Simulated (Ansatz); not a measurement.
The Ansatz input:

```
crystal:
  lattice:
    - [3.6685057118, 0.0, 0.0]
    - [0.0, 11.6526800755, 0.0]
    - [0.0, 0.0, 26.6490701813]
  atoms:
    - { symbol: Sn, position: [0.0, 0.8749196356, 0.2814357105] }
    - { symbol: S, position: [0.0, 0.2481195878, 0.2814357105] }
    - { symbol: S, position: [0.5, 0.0019587766, 0.3211746722] }
    - { symbol: S, position: [0.5, 0.5019587766, 0.3211746722] }
    - { symbol: Sn, position: [0.0, 0.3749196356, 0.3609136339] }
    - { symbol: S, position: [0.0, 0.7481195878, 0.3609136339] }
    - { symbol: Sn, position: [0.5, 0.8749196356, 0.4006525957] }
    - { symbol: S, position: [0.5, 0.2481195878, 0.4006525957] }
    - { symbol: S, position: [0.0, 0.0019587766, 0.4403915574] }
    - { symbol: S, position: [0.0, 0.5019587766, 0.4403915574] }
    - { symbol: Sn, position: [0.5, 0.3749196356, 0.4801305191] }
    - { symbol: S, position: [0.5, 0.7481195878, 0.4801305191] }
    - { symbol: Sn, position: [0.0, 0.8749196356, 0.5198694809] }
    - { symbol: S, position: [0.0, 0.2481195878, 0.5198694809] }
    - { symbol: S, position: [0.5, 0.0019587766, 0.5596084426] }
    - { symbol: S, position: [0.5, 0.5019587766, 0.5596084426] }
    - { symbol: Sn, position: [0.0, 0.3749196356, 0.5993474043] }
    - { symbol: S, position: [0.0, 0.7481195878, 0.5993474043] }
    - { symbol: Sn, position: [0.5, 0.8749196356, 0.6390863661] }
    - { symbol: S, position: [0.5, 0.2481195878, 0.6390863661] }
    - { symbol: S, position: [0.0, 0.0019587766, 0.6788253278] }
    - { symbol: S, position: [0.0, 0.5019587766, 0.6788253278] }
    - { symbol: Sn, position: [0.5, 0.3749196356, 0.7185642895] }
    - { symbol: S, position: [0.5, 0.7481195878, 0.7185642895] }
basis:
  ecutwfc: 420
kpoints:
  mp_grid: { grid: [7, 3, 1] }
hamiltonian:
  xc: pbe
  dispersion: d3bj
scf:
  occupations: { method: gaussian, width: 0.05 }
output:
  forces: true
  stress: true
  eigenvalues: true
  write_density: true
  write_potential: true
  elf: true
  volumetric_format: npy
efield:
  axis: 3
  dipole_correction: true
  ramp_width: 0.04
```

Launched with:
```bash
ansatz run input.yaml --threads 2 --pin off --max-ram 5120MiB --backend cpu --events-out ev --progress --plain --runs-dir out
```

What does the potential across the slab give for the work function?

The work function is 5.99 eV, the same on both faces. The two vacuum levels agree, so the slab has no net dipole along its normal. The outermost atoms are 11.6 Å apart, which leaves 15.0 Å of vacuum in a cell 26.6 Å high.

The atoms aren't at rest in this cell (largest force 0.8 eV/Å), so the relaxed material can differ.

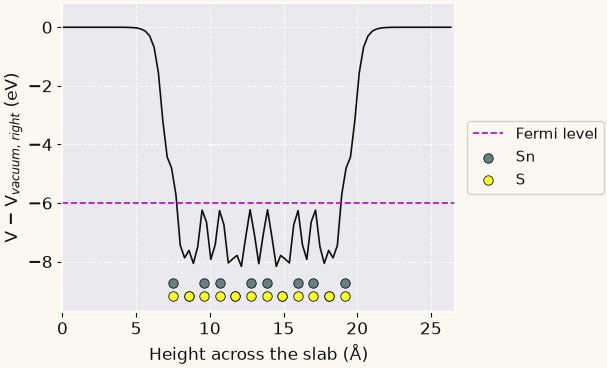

Plane-averaged electrostatic potential energy of an electron across the slab; circles at the bottom mark the heights of the atoms.
